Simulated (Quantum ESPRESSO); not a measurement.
## Band-structure run, with input and output: Ru (part 2 of 2)

The same run, continued: Ru (2 atoms in the cell); Kohn-Sham DFT of a periodic cell, PBE, PseudoDojo 0.4.1 SR PBE standard, no spin polarisation (Quantum ESPRESSO 7.5); cutoff 1142.88 eV, 11×11×6 k-mesh, fermi-dirac of 0.05 eV. The structure derives from an entry of the Crystallography Open Database.

Geometry of the input (Å; fractional positions):
```
2.7058  0.0000  0.0000
-1.3529  2.3433  0.0000
0.0000  0.0000  4.2819
Ru 0.6667  0.3333  0.7500
Ru 0.3333  0.6667  0.2500
```

**The program's output, continued**
```
   -49.3461 -49.2216 -19.7069 -19.3795 -19.2997 -19.1212 -18.9164 -18.9117
    17.7507  18.4940  19.6680  20.1617  21.0342  21.3854  22.3109  23.2256
    23.4596  23.5113  25.2894  29.8209  35.4720  37.5198  40.3232  40.8752

          k = 0.0000 0.4927 0.3296 (  2390 PWs)   bands (ev):

   -49.3200 -49.2481 -19.6692 -19.4486 -19.2182 -19.0774 -18.9676 -18.9565
    17.9265  18.8015  19.3143  20.1759  21.0401  21.7329  22.1559  22.8558
    23.7315  24.2116  24.8798  27.5123  37.3746  38.7636  39.9266  41.7232

          k = 0.0000 0.4927-0.4943 (  2390 PWs)   bands (ev):

   -49.2841 -49.2841 -19.5765 -19.5765 -19.0755 -19.0755 -19.0172 -19.0172
    18.3626  18.3626  19.7052  19.7052  21.6180  21.6180  22.2577  22.2577
    24.3026  24.3026  25.5839  25.5839  38.8312  38.8312  40.4237  40.4237

          k = 0.0000 0.6569 0.0000 (  2385 PWs)   bands (ev):

   -49.3092 -49.2042 -19.6201 -19.5760 -19.4385 -19.1945 -18.9910 -18.9274
    17.8229  18.3279  18.7176  20.9073  21.0162  21.7787  21.8020  24.2630
    24.6628  24.9866  25.5591  33.1001  33.8435  34.6440  38.2986  38.9682

          k = 0.0000 0.6569 0.1648 (  2386 PWs)   bands (ev):

   -49.3022 -49.2113 -19.7190 -19.5148 -19.4072 -19.1769 -18.9824 -18.9456
    17.7544  18.1171  19.3550  20.1252  21.1116  21.6910  22.8224  24.3310
    24.3756  24.8182  25.4021  30.8054  34.8153  35.9784  38.9274  39.0194

          k = 0.0000 0.6569 0.3296 (  2385 PWs)   bands (ev):

   -49.2830 -49.2305 -19.7627 -19.6254 -19.2320 -19.1287 -18.9987 -18.9951
    17.6522  18.2923  19.2062  19.8201  21.6976  22.0329  23.5735  23.6604
    24.5237  24.7955  25.1070  28.3288  35.5158  37.2883  39.0456  40.5617

          k = 0.0000 0.6569-0.4943 (  2398 PWs)   bands (ev):

   -49.2568 -49.2568 -19.7253 -19.7253 -19.0830 -19.0830 -19.0622 -19.0622
    17.9358  17.9358  19.4259  19.4259  22.5773  22.5773  22.9875  22.9875
    24.7993  24.7993  26.2323  26.2323  36.5584  36.5584  40.4133  40.4133

          k = 0.0000 0.8212 0.0000 (  2361 PWs)   bands (ev):

   -49.2768 -49.2043 -19.7336 -19.5434 -19.4701 -19.2278 -19.0676 -18.9469
    17.5850  18.2536  18.3341  20.7134  21.6484  21.7843  22.1362  25.0278
    25.4331  25.6167  27.0978  30.5997  34.6842  35.4043  36.9645  38.1914

          k = 0.0000 0.8212 0.1648 (  2372 PWs)   bands (ev):

   -49.2719 -49.2091 -19.7911 -19.6082 -19.3693 -19.2093 -19.0424 -18.9661
    17.6041  17.7483  19.1798  20.1761  20.9451  22.1163  23.4495  24.8933
    25.1900  25.5155  26.7029  30.0040  34.2729  35.5552  37.6795  38.4354

          k = 0.0000 0.8212 0.3296 (  2379 PWs)   bands (ev):

   -49.2586 -49.2224 -19.8424 -19.7284 -19.2063 -19.1587 -19.0262 -19.0182
    17.4162  17.9726  19.1240  19.5753  21.6161  22.6220  23.8676  25.2009
    25.2180  25.4212  25.5795  28.5937  34.2161  35.1526  39.3457  39.4473

          k = 0.0000 0.8212-0.4943 (  2378 PWs)   bands (ev):

   -49.2405 -49.2405 -19.8202 -19.8202 -19.0888 -19.0888 -19.0795 -19.0795
    17.6786  17.6786  19.2037  19.2037  22.6462  22.6462  24.0164  24.0164
    25.3081  25.3081  26.9465  26.9465  34.5934  34.5934  40.4859  40.4859

          k = 0.1422 0.2464 0.0000 (  2393 PWs)   bands (ev):

   -49.4116 -49.2286 -19.8535 -19.1566 -19.0868 -18.9766 -18.8635 -18.8285
    16.5789  18.1129  20.1873  21.2847  21.4646  21.6677  21.8783  22.0121
    22.5485  22.7319  25.1378  28.7443  33.8790  39.8583  42.0867  42.2694

          k = 0.1422 0.2464 0.1648 (  2392 PWs)   bands (ev):

   -49.3995 -49.2410 -19.7965 -19.1365 -19.0911 -19.0145 -18.8770 -18.8546
    16.8404  18.2462  20.2381  20.7733  21.1985  21.5040  22.0053  22.1811
    22.7740  22.8919  25.0823  27.7132  35.3086  39.5276  41.8028  42.1107

          k = 0.1422 0.2464 0.3296 (  2399 PWs)   bands (ev):

   -49.3663 -49.2748 -19.6401 -19.2114 -19.0817 -19.0163 -18.9169 -18.9133
    17.5444  18.5471  20.0765  20.3465  20.6652  21.3687  21.8026  21.8610
    23.4415  23.6635  24.8016  26.1406  37.8695  39.2241  40.9241  42.3900

          k = 0.1422 0.2464-0.4943 (  2400 PWs)   bands (ev):

   -49.3207 -49.3207 -19.4248 -19.4248 -19.0108 -19.0108 -18.9566 -18.9566
    18.3786  18.3786  19.8857  19.8857  21.0738  21.0738  21.5527  21.5527
    24.1827  24.1827  24.8237  24.8237  39.1878  39.1878  41.8891  41.8891

          k = 0.1422 0.4106 0.0000 (  2391 PWs)   bands (ev):

   -49.3724 -49.2162 -19.7541 -19.3253 -19.2285 -19.0785 -18.9050 -18.8810
    17.5155  18.5360  19.7893  20.0890  21.2190  21.3151  22.3699  22.5759
    22.8533  23.5539  25.2986  30.9106  33.7373  38.6580  40.1523  41.1506

          k = 0.1422 0.4106 0.1648 (  2392 PWs)   bands (ev):

   -49.3620 -49.2268 -19.7268 -19.2959 -19.2474 -19.0926 -18.9225 -18.8892
    17.6610  18.6919  19.7717  20.0253  20.9608  21.4999  22.0135  22.6937
    23.2439  23.4824  25.2121  29.3404  35.4420  38.8457  40.3143  41.0977

          k = 0.1422 0.4106 0.3296 (  2384 PWs)   bands (ev):

   -49.3336 -49.2556 -19.6451 -19.3735 -19.1796 -19.0798 -18.9661 -18.9347
    18.0614  19.1331  19.3231  20.1985  20.5745  21.5165  21.7334  22.5796
    23.7419  24.0191  24.9049  27.2046  37.8253  39.3849  40.6555  41.0404

          k = 0.1422 0.4106-0.4943 (  2390 PWs)   bands (ev):

   -49.2947 -49.2947 -19.5175 -19.5175 -19.0767 -19.0767 -18.9962 -18.9962
    18.6458  18.6458  19.7812  19.7812  20.9037  20.9037  22.1276  22.1276
    24.3316  24.3316  25.3963  25.3963  39.4598  39.4598  40.9744  40.9745

          k = 0.1422 0.5748 0.0000 (  2383 PWs)   bands (ev):

   -49.3260 -49.2061 -19.6265 -19.5227 -19.3807 -19.1741 -18.9575 -18.9465
    18.1767  18.4440  19.0710  20.2213  20.8911  21.5550  21.9881  23.4963
    24.0077  24.9101  25.4268  33.1361  33.6457  35.6638  38.2652  39.7194

          k = 0.1422 0.5748 0.1648 (  2384 PWs)   bands (ev):

   -49.3180 -49.2142 -19.6835 -19.4644 -19.3733 -19.1715 -18.9761 -18.9385
    18.0353  18.5414  19.3551  19.9940  20.9899  21.5269  22.1722  23.4532
    24.2212  24.5201  25.4707  30.6940  35.6317  36.3527  38.7244  39.7832

          k = 0.1422 0.5748 0.3296 (  2391 PWs)   bands (ev):

   -49.2962 -49.2362 -19.7047 -19.5510 -19.2353 -19.1354 -19.0227 -18.9567
    17.9856  18.7481  19.1750  20.1666  21.0810  21.6936  22.2936  23.2452
    24.2968  24.7483  25.3605  28.1995  36.6280  38.4321  39.0990  40.1611

          k = 0.1422 0.5748-0.4943 (  2400 PWs)   bands (ev):

   -49.2662 -49.2662 -19.6534 -19.6534 -19.1256 -19.1256 -19.0237 -19.0237
    18.2738  18.2738  19.7103  19.7103  21.6470  21.6470  22.4794  22.4794
    24.8890  24.8890  26.1199  26.1199  37.8632  37.8632  40.4118  40.4118

          k = 0.1422 0.7391 0.0000 (  2380 PWs)   bands (ev):

   -49.2853 -49.2035 -19.6749 -19.4997 -19.4973 -19.2407 -19.0450 -18.9778
    17.9140  18.4184  18.5277  20.7065  21.1307  21.6814  22.0084  24.6172
    24.9409  25.4985  26.5735  32.0690  34.5830  35.0913  36.5979  38.7520

          k = 0.1422 0.7391 0.1648 (  2372 PWs)   bands (ev):

   -49.2798 -49.2090 -19.7409 -19.5669 -19.3857 -19.2215 -19.0374 -18.9804
    17.8277  18.1063  19.3125  20.0452  20.8950  22.0122  22.6729  24.4557
    25.0103  25.1230  26.5405  30.9731  34.2086  36.2523  37.2001  38.7696

          k = 0.1422 0.7391 0.3296 (  2377 PWs)   bands (ev):

   -49.2649 -49.2240 -19.7931 -19.6803 -19.2532 -19.1486 -19.0716 -18.9805
    17.6720  18.3293  19.1426  19.8588  21.1789  22.4356  23.3546  23.6654
    24.7203  25.4846  26.4382  28.9707  34.6657  36.3570  38.7351  39.4158

          k = 0.1422 0.7391-0.4943 (  2384 PWs)   bands (ev):

   -49.2444 -49.2444 -19.7701 -19.7701 -19.1614 -19.1614 -19.0308 -19.0308
    17.9449  17.9449  19.4209  19.4209  22.1994  22.1994  23.2183  23.2183
    25.2360  25.2360  27.2475  27.2475  35.5190  35.5190  40.2317  40.2317

          k = 0.1422 0.9033 0.0000 (  2380 PWs)   bands (ev):

   -49.2672 -49.2055 -19.7315 -19.5409 -19.4360 -19.2644 -19.0941 -18.9896
    17.7762  18.1949  18.5159  20.6511  21.5622  21.5763  22.2088  25.1934
    25.2796  25.5204  28.0591  30.0776  35.0426  35.8953  36.0405  39.0770

          k = 0.1422 0.9033 0.1648 (  2368 PWs)   bands (ev):

   -49.2630 -49.2096 -19.7825 -19.6062 -19.3637 -19.2300 -19.0752 -18.9955
    17.7180  17.9173  19.2547  20.1411  20.7342  22.2775  22.9827  24.8873
    25.2475  25.4004  27.7650  29.8216  34.7883  35.3831  36.5998  38.6987

          k = 0.1422 0.9033 0.3296 (  2367 PWs)   bands (ev):

   -49.2517 -49.2209 -19.8334 -19.7267 -19.2621 -19.1296 -19.1019 -18.9925
    17.5441  18.1726  19.1312  19.7334  21.1010  22.8745  23.5038  24.0537
    25.1733  25.5614  27.3189  29.0667  34.4204  34.6427  38.2703  39.5838

          k = 0.1422 0.9033-0.4943 (  2360 PWs)   bands (ev):

   -49.2363 -49.2363 -19.8152 -19.8152 -19.1753 -19.1753 -19.0309 -19.0309
    17.8262  17.8262  19.3022  19.3022  22.2158  22.2158  23.8514  23.8514
    25.1985  25.1985  27.9996  27.9996  34.3390  34.3390  39.9555  39.9555

          k = 0.2845 0.4927 0.0000 (  2389 PWs)   bands (ev):

   -49.3321 -49.2070 -19.6442 -19.4241 -19.4172 -19.1423 -18.9830 -18.9461
    18.4386  18.9438  19.2642  19.3394  20.7750  21.4554  22.1352  22.9534
    24.0090  24.9426  25.3127  32.9216  33.7981  36.9313  37.1957  40.2895

          k = 0.2845 0.4927 0.1648 (  2384 PWs)   bands (ev):

   -49.3237 -49.2155 -19.6701 -19.4387 -19.3458 -19.1713 -18.9987 -18.9320
    18.4291  18.8626  19.3813  19.4942  20.9691  21.4236  21.8275  23.0360
    24.2813  24.4561  25.5092  30.6730  35.8607  37.5073  37.5324  40.2312

          k = 0.2845 0.4927 0.3296 (  2388 PWs)   bands (ev):

   -49.3010 -49.2384 -19.6732 -19.5171 -19.2082 -19.1794 -19.0331 -18.9449
    18.4332  18.7404  19.7195  19.8999  20.9092  21.1372  21.6609  23.0911
    24.3207  24.7409  25.5498  28.2066  37.6653  38.3289  39.2615  40.0114

          k = 0.2845 0.4927-0.4943 (  2386 PWs)   bands (ev):

   -49.2698 -49.2698 -19.6150 -19.6150 -19.1519 -19.1519 -19.0109 -19.0109
    18.5578  18.5578  20.2126  20.2126  20.5852  20.5852  22.3027  22.3027
    25.0391  25.0391  26.1377  26.1377  38.9132  38.9132  40.0444  40.0444

          k = 0.2845 0.6569 0.0000 (  2375 PWs)   bands (ev):

   -49.2902 -49.2032 -19.5802 -19.5167 -19.4823 -19.2439 -19.0517 -19.0321
    18.5916  18.6740  18.9092  19.9931  20.5950  21.7486  21.8779  23.6572
    24.9644  25.3162  26.5992  33.5863  34.6480  35.0243  35.4316  39.5374

          k = 0.2845 0.6569 0.1648 (  2377 PWs)   bands (ev):

   -49.2844 -49.2091 -19.6620 -19.5569 -19.3578 -19.2632 -19.0742 -18.9902
    18.3424  18.8392  19.1553  19.7444  20.9555  21.6002  21.9177  23.6578
    24.7430  25.1903  26.7955  31.7575  34.7132  35.9048  37.0078  39.3744

          k = 0.2845 0.6569 0.3296 (  2378 PWs)   bands (ev):

   -49.2685 -49.2250 -19.7215 -19.6326 -19.2896 -19.2041 -19.0872 -18.9644
    18.2248  18.7818  19.2817  20.3408  20.6737  21.5183  22.0843  23.2833
    24.5216  25.5367  27.0333  29.4203  35.6459  37.0897  38.0784  39.5847

          k = 0.2845 0.6569-0.4943 (  2384 PWs)   bands (ev):

   -49.2468 -49.2468 -19.7061 -19.7061 -19.2342 -19.2342 -19.0082 -19.0082
    18.3865  18.3865  19.9244  19.9244  21.2172  21.2172  22.3702  22.3702
    25.3813  25.3813  27.6818  27.6818  36.8681  36.8681  38.7676  38.7676

          k = 0.2845 0.8212 0.0000 (  2380 PWs)   bands (ev):

   -49.2593 -49.2069 -19.6722 -19.4968 -19.4077 -19.3312 -19.1164 -19.0890
    18.2247  18.4162  18.9575  20.6004  20.7522  21.4188  22.2641  24.5508
    25.2438  25.3152  28.3326  31.1057  34.2643  35.5467  36.7345  39.0179

          k = 0.2845 0.8212 0.1648 (  2376 PWs)   bands (ev):

   -49.2558 -49.2104 -19.7145 -19.5696 -19.3991 -19.2495 -19.1370 -19.0401
    18.0551  18.5673  19.3545  19.9612  20.6627  21.9153  22.3563  24.4740
    24.7577  25.4053  28.4553  30.9260  34.7198  34.9423  36.6265  39.1589

          k = 0.2845 0.8212 0.3296 (  2370 PWs)   bands (ev):

   -49.2462 -49.2200 -19.7677 -19.6822 -19.3606 -19.2105 -19.0947 -18.9866
    18.0010  18.8458  19.1469  20.2870  20.3017  22.1458  22.7131  23.5098
    24.7244  25.5262  28.7426  30.2421  34.3808  35.7225  36.3666  39.1847

          k = 0.2845 0.8212-0.4943 (  2362 PWs)   bands (ev):

   -49.2330 -49.2330 -19.7598 -19.7598 -19.2868 -19.2868 -19.0027 -19.0027
    18.2961  18.2961  19.6645  19.6645  21.4018  21.4018  22.9900  22.9900
    25.1880  25.1880  29.3546  29.3546  34.8444  34.8444  38.0104  38.0104

          k = 0.4267 0.7391 0.0000 (  2380 PWs)   bands (ev):

   -49.2563 -49.2076 -19.6127 -19.5013 -19.3964 -19.3365 -19.1634 -19.1255
    18.2540  19.0324  19.2557  20.0112  20.5772  21.3511  22.3117  24.0644
    25.2130  25.2588  28.4097  32.2699  32.9630  35.8064  37.0438  39.4786

          k = 0.4267 0.7391 0.1648 (  2382 PWs)   bands (ev):

   -49.2530 -49.2108 -19.6190 -19.6105 -19.3950 -19.2812 -19.1685 -19.0578
    18.3350  19.0586  19.4282  19.5846  21.0971  21.1132  22.2502  24.0841
    24.6253  25.4062  28.6632  32.1050  33.4895  34.8088  37.9749  39.2100

          k = 0.4267 0.7391 0.3296 (  2373 PWs)   bands (ev):

   -49.2440 -49.2197 -19.7017 -19.6678 -19.4099 -19.2762 -19.0811 -18.9879
    18.4860  18.8526  19.5877  19.9008  20.7010  21.3823  22.1882  23.2819
    24.6131  25.5253  29.1550  31.1028  34.7275  34.9282  37.3387  37.6638

          k = 0.4267 0.7391-0.4943 (  2360 PWs)   bands (ev):

   -49.2318 -49.2318 -19.7172 -19.7172 -19.3491 -19.3491 -18.9941 -18.9941
    18.6285  18.6285  19.9288  19.9288  20.9761  20.9761  22.4287  22.4287
    25.2189  25.2189  29.9233  29.9233  35.9935  35.9935  36.2781  36.2781

          k = 0.4267 0.9033 0.0000 (  2388 PWs)   bands (ev):

   -49.2369 -49.2159 -19.6272 -19.4429 -19.4272 -19.3140 -19.2122 -19.1978
    18.1318  19.1248  19.3176  20.1577  20.7032  21.0695  22.5477  24.5597
    24.9603  25.1735  29.9607  30.7220  32.1416  37.1122  38.4143  39.4609

          k = 0.4267 0.9033 0.1648 (  2375 PWs)   bands (ev):

   -49.2354 -49.2173 -19.6359 -19.5307 -19.5038 -19.2478 -19.1920 -19.1068
    18.2818  19.1910  19.2802  19.9025  20.7846  21.1633  22.5028  24.5103
    24.6135  25.0599  30.3576  30.8551  32.6583  36.3670  36.8754  38.6752

          k = 0.4267 0.9033 0.3296 (  2358 PWs)   bands (ev):

   -49.2315 -49.2211 -19.6925 -19.6498 -19.4845 -19.3152 -19.0561 -19.0104
    18.5607  19.1498  19.4386  19.6593  20.8473  21.2146  22.4629  23.3286
    24.7710  25.1253  31.0542  31.2142  33.9071  35.2471  35.4623  37.2088

          k = 0.4267 0.9033-0.4943 (  2358 PWs)   bands (ev):

   -49.2263 -49.2263 -19.7101 -19.7101 -19.4034 -19.4034 -18.9887 -18.9887
    18.8167  18.8167  19.7189  19.7189  20.9821  20.9821  22.6110  22.6110
    24.9902  24.9902  31.4621  31.4621  34.5756  34.5756  35.7712  35.7712

     the Fermi energy is    23.6398 ev

!    total energy              =    -404.32371025 Ry
     estimated scf accuracy    <          2.6E-10 Ry
     smearing contrib. (-TS)   =      -0.00123619 Ry
     internal energy E=F+TS    =    -404.32247406 Ry

     The total energy is F=E-TS. E is the sum of the following terms:
     one-electron contribution =     -64.79741214 Ry
     hartree contribution      =      56.75805694 Ry
     xc contribution           =     -68.29870597 Ry
     ewald contribution        =    -327.98441288 Ry

     convergence has been achieved in   8 iterations

     Forces acting on atoms (cartesian axes, Ry/au):

     atom    1 type  1   force =     0.00000000    0.00000000    0.00000000
     atom    2 type  1   force =     0.00000000    0.00000000    0.00000000

     Total force =     0.000000     Total SCF correction =     0.000000

     Computing stress (Cartesian axis) and pressure

          total   stress  (Ry/bohr**3)                   (kbar)     P=       51.33
   0.00034933  -0.00000000   0.00000000           51.39       -0.00        0.00
  -0.00000000   0.00034933   0.00000000           -0.00       51.39        0.00
   0.00000000   0.00000000   0.00034806            0.00        0.00       51.20

=------------------------------------------------------------------------------=
   JOB DONE.
=------------------------------------------------------------------------------=
```

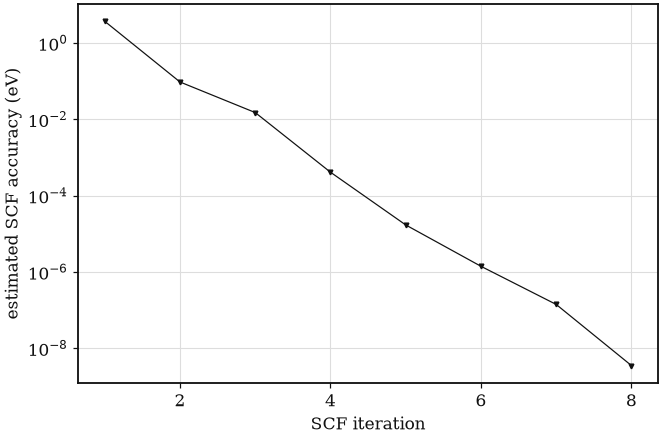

**Figure 1.** Convergence of the self-consistent field: estimated SCF accuracy against the iteration. The field takes 8 iterations in all.

**Key numbers**

| quantity | value |
| --- | --- |
| outcome | converged |
| space group (tolerance 0.01 Å) | P6₃/mmc (194) |
| electrons treated | 32 |
| free energy | −5501.1043 eV |
| Fermi energy of the self-consistent step | 23.640 eV |
| gap on the k-point mesh | none (metallic) |
| pressure | 5.13 GPa |
| largest force (length of the vector) | under 0.001 eV/Å |
| hardware | 1 thread of Intel Xeon @ 2.80GHz (Skylake/Cascade Lake), 24 GiB of memory available, shared host |
| wall time | 51 s |
| peak memory | 0.1 GiB |

**Remarks**

The cell is under a pressure of 5.1 GPa at this level, so it is not at its equilibrium volume.
